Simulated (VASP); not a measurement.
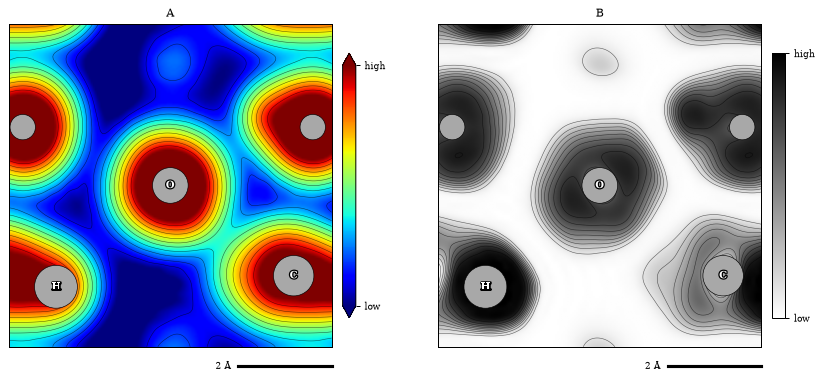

H14CO7 (amorphous cell): 2 fields on the (010) plane of the calculation cell, with unlabelled colour scales. Grey discs cover the atomic cores.

Not relaxed (largest force 1.2 eV/Å).

The calculation used VASP 6.6.1, Kohn-Sham DFT of a periodic cell, r2SCAN with D3(BJ), VASP PAW PBE potentials, recommended.

```
O H C
1.0
     6.22308    0.00000    0.00000
     0.00000    6.22308    0.00000
     0.00000    0.00000    6.22308
O H C
7 14 1
Direct
  0.94469 0.84023 0.24714
  0.97819 0.10207 0.75599
  0.53854 0.37221 0.77744
  0.86010 0.47907 0.49929
  0.67904 0.18362 0.20286
  0.43578 0.79655 0.44823
  0.24946 0.68305 0.94021
  0.88339 0.73586 0.34775
  0.01448 0.75308 0.14151
  0.94546 0.99028 0.65460
  0.99063 0.23043 0.66804
  0.40576 0.42881 0.83725
  0.60213 0.28324 0.88477
  0.76199 0.46975 0.62342
  0.79478 0.38115 0.39596
  0.55977 0.11338 0.27597
  0.77939 0.06694 0.18607
  0.28741 0.77195 0.48421
  0.50790 0.67987 0.51950
  0.31030 0.99952 0.96377
  0.55029 0.82520 0.89775
  0.36999 0.83807 0.93602
```

**Which field does each panel show? The fields are: electron localisation function and valence pseudo-density.**

Panel A: valence pseudo-density. Panel B: electron localisation function.
